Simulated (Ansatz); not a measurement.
Single-point calculation, with input and output: Mg32S33 (part 1 of 2)

Mg32S33 (defect cell, 65 atoms in the cell), computed with DFT, HSE06, PAW, plane waves (Ansatz 0.2.0).

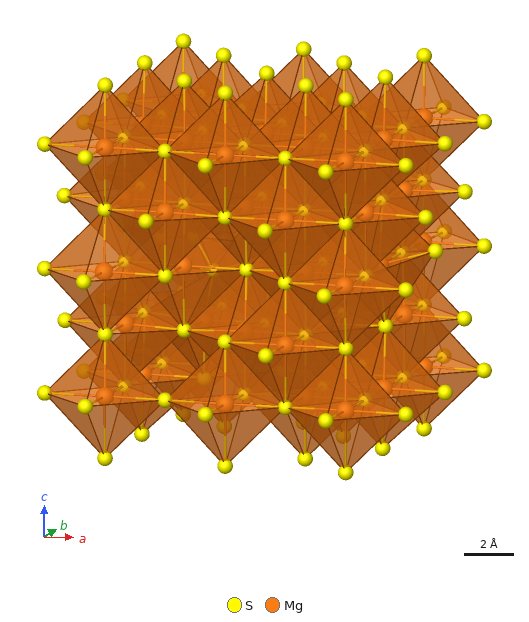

Figure 1. The input geometry (polyhedral view of the cell of the calculation, seen slightly off an axis; polyhedra are completed across the faces of the cell).

**Input file**
```yaml
crystal:
  lattice:
    - [10.363961, 0.000000, 0.000000]
    - [0.000000, 10.363961, 0.000000]
    - [0.000000, 0.000000, 10.363961]
  atoms:
    - { symbol: S, position: [0.251980, 0.998126, 0.998011] }
    - { symbol: S, position: [0.252086, 0.998132, 0.498011] }
    - { symbol: S, position: [0.252105, 0.498100, 0.998104] }
    - { symbol: S, position: [0.194517, 0.552136, 0.553390] }
    - { symbol: S, position: [0.752006, 0.998143, 0.998095] }
    - { symbol: S, position: [0.751947, 0.998214, 0.498026] }
    - { symbol: S, position: [0.752015, 0.498191, 0.997946] }
    - { symbol: S, position: [0.752045, 0.498072, 0.498048] }
    - { symbol: S, position: [0.002960, 0.248943, 0.997727] }
    - { symbol: S, position: [0.004818, 0.250605, 0.497795] }
    - { symbol: S, position: [0.000830, 0.749508, 0.001826] }
    - { symbol: S, position: [0.991658, 0.758379, 0.500943] }
    - { symbol: S, position: [0.503094, 0.246875, 0.994141] }
    - { symbol: S, position: [0.512355, 0.237903, 0.495109] }
    - { symbol: S, position: [0.500958, 0.747402, 0.998286] }
    - { symbol: S, position: [0.499109, 0.745765, 0.498101] }
    - { symbol: S, position: [0.002821, 0.997882, 0.248732] }
    - { symbol: S, position: [0.000829, 0.002078, 0.749432] }
    - { symbol: S, position: [0.004611, 0.498173, 0.250269] }
    - { symbol: S, position: [0.991909, 0.501218, 0.758051] }
    - { symbol: S, position: [0.503153, 0.994284, 0.246608] }
    - { symbol: S, position: [0.501131, 0.998491, 0.747340] }
    - { symbol: S, position: [0.512255, 0.495096, 0.238028] }
    - { symbol: S, position: [0.499333, 0.498290, 0.745601] }
    - { symbol: S, position: [0.253744, 0.237591, 0.237536] }
    - { symbol: S, position: [0.251982, 0.251305, 0.744697] }
    - { symbol: S, position: [0.251877, 0.745038, 0.251211] }
    - { symbol: S, position: [0.250183, 0.758672, 0.758426] }
    - { symbol: S, position: [0.755741, 0.246701, 0.246522] }
    - { symbol: S, position: [0.752028, 0.248997, 0.747072] }
    - { symbol: S, position: [0.751972, 0.747306, 0.248990] }
    - { symbol: S, position: [0.748193, 0.749632, 0.749515] }
    - { symbol: S, position: [0.309776, 0.443962, 0.442684] }
    - { symbol: Mg, position: [0.001462, 0.999151, 0.999019] }
    - { symbol: Mg, position: [0.997682, 0.000365, 0.499311] }
    - { symbol: Mg, position: [0.997641, 0.499381, 0.000010] }
    - { symbol: Mg, position: [0.981047, 0.497133, 0.496346] }
    - { symbol: Mg, position: [0.502519, 0.997305, 0.997073] }
    - { symbol: Mg, position: [0.506325, 0.996005, 0.496801] }
    - { symbol: Mg, position: [0.506479, 0.496986, 0.996005] }
    - { symbol: Mg, position: [0.523079, 0.499568, 0.499564] }
    - { symbol: Mg, position: [0.253192, 0.243639, 0.995364] }
    - { symbol: Mg, position: [0.252275, 0.228562, 0.496939] }
    - { symbol: Mg, position: [0.250744, 0.752582, 0.000595] }
    - { symbol: Mg, position: [0.251348, 0.767673, 0.498942] }
    - { symbol: Mg, position: [0.752824, 0.247453, 0.996846] }
    - { symbol: Mg, position: [0.754202, 0.243496, 0.496523] }
    - { symbol: Mg, position: [0.751000, 0.748868, 0.999200] }
    - { symbol: Mg, position: [0.749701, 0.752832, 0.499576] }
    - { symbol: Mg, position: [0.253063, 0.995482, 0.243630] }
    - { symbol: Mg, position: [0.250847, 0.000744, 0.752453] }
    - { symbol: Mg, position: [0.251856, 0.497507, 0.228051] }
    - { symbol: Mg, position: [0.252161, 0.498773, 0.768201] }
    - { symbol: Mg, position: [0.752900, 0.997024, 0.247522] }
    - { symbol: Mg, position: [0.751099, 0.999269, 0.748686] }
    - { symbol: Mg, position: [0.754089, 0.496845, 0.243324] }
    - { symbol: Mg, position: [0.750015, 0.499529, 0.752687] }
    - { symbol: Mg, position: [0.005570, 0.246549, 0.246433] }
    - { symbol: Mg, position: [0.000858, 0.252343, 0.748965] }
    - { symbol: Mg, position: [0.000801, 0.749335, 0.252092] }
    - { symbol: Mg, position: [0.999713, 0.750957, 0.750666] }
    - { symbol: Mg, position: [0.504240, 0.245408, 0.245406] }
    - { symbol: Mg, position: [0.503086, 0.247100, 0.743784] }
    - { symbol: Mg, position: [0.503050, 0.744092, 0.246995] }
    - { symbol: Mg, position: [0.498263, 0.749842, 0.749507] }
  symmetry: { detect: false }
kpoints:
  mp_grid: { grid: [1, 1, 1], shift: [0.25, 0.25, 0.25] }
hamiltonian:
  xc: hse06
scf:
  occupations: { method: fermi_dirac, width: 0.01 }
output:
  forces: true
  eigenvalues: true
  populations: true
  eigenstates: { kpoints: [[0.25, 0.25, 0.25]], e_range: [-6.0, 6.0], localisation: true }
```

Run on 8 threads of Intel Xeon @ 2.50GHz, 16 GiB of memory available, shared host.

Run as:
```bash
ansatz run in.yaml --threads 8 --pin off --max-ram 15200MiB --runs-dir r --events-out ev --progress --plain
```

**Log**
```
Pseudopotentials: kind: paw
Functional definition: HSE06
  parameter a = 0.25
  parameter omega = 0.11/bohr
  exchange = pbe_x - a*pbe_x_sr(omega) + a*exact_x_sr(omega)
  correlation = pbe_c
Crystal: 65 atoms, lattice volume = 1113.211 Å³
Basis set: ecut = 420 eV, 21823 PW (Γ), exchange–correlation on 144×144×144 points (8 copies of the dense FFT grid, shifted against one another)
Bands: 324, of which v1, the nominal top of the filled ones, is band 259 counted from 1 (258 counted from 0)
Symmetry: 1 space group operations
k-points: 1
Non-local potential: S, projectors of the file, l = 0: 2, l = 1: 2, l = 2: 2
Non-local potential: Mg, projectors of the file, l = 0: 3, l = 1: 2, l = 2: 1
PAW form: soft (Blöchl's): semilocal exchange-correlation on the pseudo side does not see the compensation charge
PAW frozen core: S, regenerated for the run's functional, and the local potential with it (the file was generated under x = pbe(κ = 0.804, μ = 0.2195149727645171), c = pbe(β = 0.06672455060314922))
PAW frozen core: Mg, regenerated for the run's functional, and the local potential with it (the file was generated under x = pbe(κ = 0.804, μ = 0.2195149727645171), c = pbe(β = 0.06672455060314922))
PAW one-centre angular grid: S, 110 points (default); XC on 64 Gauss nodes
PAW one-centre angular grid: Mg, 110 points (default); XC on 96 Gauss nodes
Initial density: superposition of atomic densities (neutral atoms: chi_scale 0, normalization atom), corrected by the library's trained network
Initial wavefunctions: pseudopotential atomic-orbital guess
Functional: x = pbe(κ = 0.804, μ = 0.2195149727645171), c = pbe(β = 0.06672455060314922), warm-up for x = pbe(κ = 0.804, μ = 0.2195149727645171) + 0.25 (exact − pbe) at short range (hse, ω = 0.20786987370883472 Å⁻¹), c = pbe(β = 0.06672455060314922); HSE06 as pw.x's `hse` composes it (authors' and Libxc's form: `xc: wpbeh`)
SCF iter   1: F=—  HF=-91418.868460 eV  |F-HF|=—  |Δ(HF+E_count)|=         —  Δρ=1.74e-3  dr2=5.32e-2  ethr=1.77e-3  ⟨swp⟩=20.0  Hψ=1713  notcnv=0
preconditioner: auto → none  [insulator: Δε(μ)=3.147 eV  Ē_g=10.326 eV  σ=0.010 eV  W_gap=1.00  n_scr=250 (ndim 8)  ℏωp=18.0 eV  f_vac=0.000  D(μ)=0.00/eV (n_scr^D=0)]
iter 2 solved again at ethr=8.67e-7 eV; its pass at ethr=1.03e-5 eV (dr2=4.49e-3 eV) is discarded
SCF iter   2: F=—  HF=-91418.852631 eV  |F-HF|=—  |Δ(HF+E_count)|=   1.58e-2  Δρ=6.14e-4  dr2=4.50e-3  ethr=8.67e-7  ⟨swp⟩=8.0  Hψ=1791  notcnv=0  defer=10
SCF iter   3: F=—  HF=-91418.853179 eV  |F-HF|=—  |Δ(HF+E_count)|=   5.49e-4  Δρ=2.27e-4  dr2=1.10e-3  ethr=8.67e-7  ⟨swp⟩=6.0  Hψ=852  notcnv=0  defer=9
SCF iter   4: F=-91418.853353 eV  HF=-91418.853278 eV  |F-HF|=7.49e-5  |Δ(HF+E_count)|=   9.86e-5  Δρ=9.37e-5  dr2=7.43e-5  ethr=2.12e-7  ⟨swp⟩=5.0  Hψ=711  notcnv=0  defer=8
SCF 1 stopped early in 4 iterations: F = -91418.853353 eV  dr2 = 7.43e-5
  greatest PAW one-centre occupation: 1.000 electrons in one spin orbital (limit 2), on the Mg atom at site 40 (counted from 0), in its partial waves of l = 0
Initial density: handed on by an earlier stage of this run
Initial wavefunctions: those handed on with the density
Functional: x = pbe(κ = 0.804, μ = 0.2195149727645171) + 0.25 (exact − pbe) at short range (hse, ω = 0.20786987370883472 Å⁻¹), c = pbe(β = 0.06672455060314922); HSE06 as pw.x's `hse` composes it (authors' and Libxc's form: `xc: wpbeh`)
Exchange kernel: α = 0.2500, screened, ω = 0.2079 Å⁻¹, Wigner–Seitz truncation, v(0) = 922.6517 eV·Å³, q-mesh 1×1×1, nearest image of the exchange supercell L = 10.36 Å, pair-density grid 45×45×45, without the augmentation charges, whose exchange is taken in its separable form (sized by the pseudopotential files, 72×72×72 at the most), smooth part of the exchange summed in real space on grids 42×4
Frozen-core exchange: fock
SCF iter   1: F=—  HF=-91452.458723 eV  |F-HF|=—  |Δ(HF+E_count)|=         —  Δρ=4.05e-3  dr2=8.80e-2  ethr=1.44e-7  ⟨swp⟩=12.0  Hψ=1945  notcnv=0
preconditioner: auto → none  [insulator: Δε(μ)=4.226 eV  Ē_g=11.888 eV  σ=0.010 eV  W_gap=1.00  n_scr=250 (ndim 8)  ℏωp=18.0 eV  f_vac=0.000  D(μ)=0.00/eV (n_scr^D=0)]
SCF iter   2: F=—  HF=-91452.405528 eV  |F-HF|=—  |Δ(HF+E_count)|=   5.32e-2  Δρ=1.53e-3  dr2=2.22e-2  ethr=1.44e-7  ⟨swp⟩=4.0  Hψ=1149  notcnv=0
SCF iter   3: F=—  HF=-91452.399609 eV  |F-HF|=—  |Δ(HF+E_count)|=   5.92e-3  Δρ=2.72e-4  dr2=9.41e-3  ethr=1.44e-7  ⟨swp⟩=4.0  Hψ=974  notcnv=0
SCF iter   4: F=—  HF=-91452.483205 eV  |F-HF|=—  |Δ(HF+E_count)|=   8.36e-2  Δρ=4.53e-4  dr2=2.31e-3  ethr=1.44e-7  ⟨swp⟩=5.0  Hψ=1229  notcnv=0
SCF iter   5: F=—  HF=-91452.482458 eV  |F-HF|=—  |Δ(HF+E_count)|=   7.47e-4  Δρ=6.66e-5  dr2=1.98e-4  ethr=1.44e-7  ⟨swp⟩=3.0  Hψ=853  notcnv=0
SCF iter   6: F=—  HF=-91452.483508 eV  |F-HF|=—  |Δ(HF+E_count)|=   1.05e-3  Δρ=6.64e-5  dr2=9.36e-5  ethr=1.78e-8  ⟨swp⟩=4.0  Hψ=981  notcnv=0
SCF iter   7: F=-91452.483520 eV  HF=-91452.483486 eV  |F-HF|=3.44e-5  |Δ(HF+E_count)|=   2.27e-5  Δρ=1.70e-5  dr2=4.38e-6  ethr=1.76e-8  ⟨swp⟩=3.0  Hψ=683  notcnv=0
SCF 2 stopped early in 7 iterations: F = -91452.483520 eV  dr2 = 4.38e-6
  Residual-converged pass: ⟨swp⟩=4.0  Hψ=856  notcnv=0  max |occ|·‖R‖ = 6.2e-6 eV (tolerance 6.7e-6 eV)  dr2=4.43e-6  dr2_onsite=1.47e-7  max |Δocc| = 0.0e0
hybrid outer 1: dexx = +8.692e-2 eV, tail = 8.47e-4 eV
SCF iter   1: F=—  HF=-91452.481468 eV  |F-HF|=—  |Δ(HF+E_count)|=         —  Δρ=3.62e-5  dr2=1.03e-5  ethr=8.18e-7  ⟨swp⟩=8.0  Hψ=711  notcnv=0
preconditioner: auto → none  [insulator: Δε(μ)=4.261 eV  Ē_g=11.901 eV  σ=0.010 eV  W_gap=1.00  n_scr=250 (ndim 8)  ℏωp=18.0 eV  f_vac=0.000  D(μ)=0.00/eV (n_scr^D=0)]
SCF iter   2: F=—  HF=-91452.481466 eV  |F-HF|=—  |Δ(HF+E_count)|=   1.73e-6  Δρ=9.90e-6  dr2=2.22e-6  ethr=1.88e-9  ⟨swp⟩=4.0  Hψ=971  notcnv=0
SCF iter   3: F=—  HF=-91452.481466 eV  |F-HF|=—  |Δ(HF+E_count)|=   3.54e-7  Δρ=4.87e-6  dr2=5.78e-7  ethr=3.21e-10  ⟨swp⟩=4.0  Hψ=695  notcnv=0
SCF iter   4: F=—  HF=-91452.481469 eV  |F-HF|=—  |Δ(HF+E_count)|=   2.87e-6  Δρ=4.05e-6  dr2=1.15e-7  ethr=4.46e-11  ⟨swp⟩=6.0  Hψ=1090  notcnv=0  defer=3
SCF iter   5: F=-91452.481469 eV  HF=-91452.481469 eV  |F-HF|=1.14e-8  |Δ(HF+E_count)|=   6.40e-8  Δρ=8.16e-7  dr2=1.62e-8  ethr=2.01e-11  ⟨swp⟩=3.0  Hψ=814  notcnv=0
SCF 3 converged in 5 iterations: F = -91452.481469 eV  dr2 = 1.62e-8
  Residual-converged pass: ⟨swp⟩=2.0  Hψ=505  notcnv=0  max |occ|·‖R‖ = 2.4e-6 eV (tolerance 2.5e-6 eV)  dr2=1.63e-8  dr2_onsite=4.32e-10  max |Δocc| = 0.0e0
```

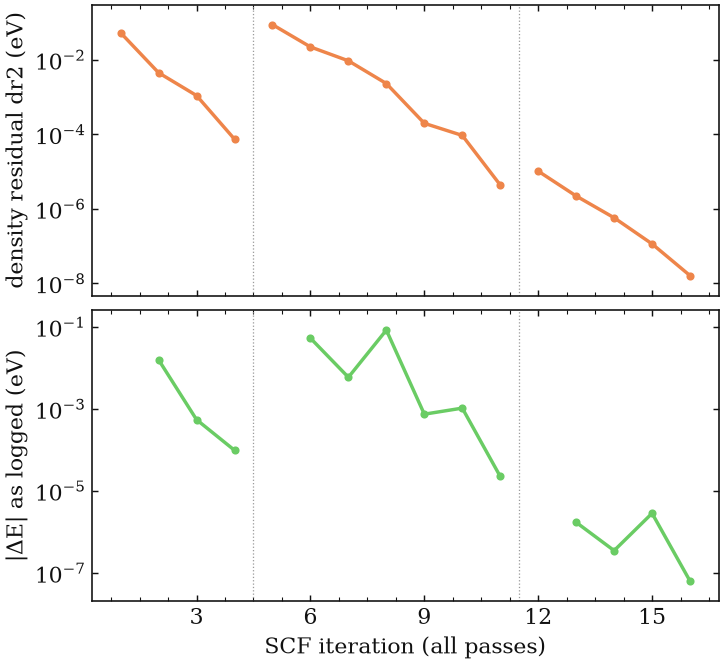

Figure 2. Convergence of the self-consistent field: density residual dr2 and size of the energy change against the SCF iteration. The run starts with a semilocal functional; after that each stretch between dotted lines is one SCF of the hybrid functional between two exact rebuilds of the exchange operator by the outer loop. Early passes are stopped at a loose threshold. The passes take 4, 7 and 5 iterations.
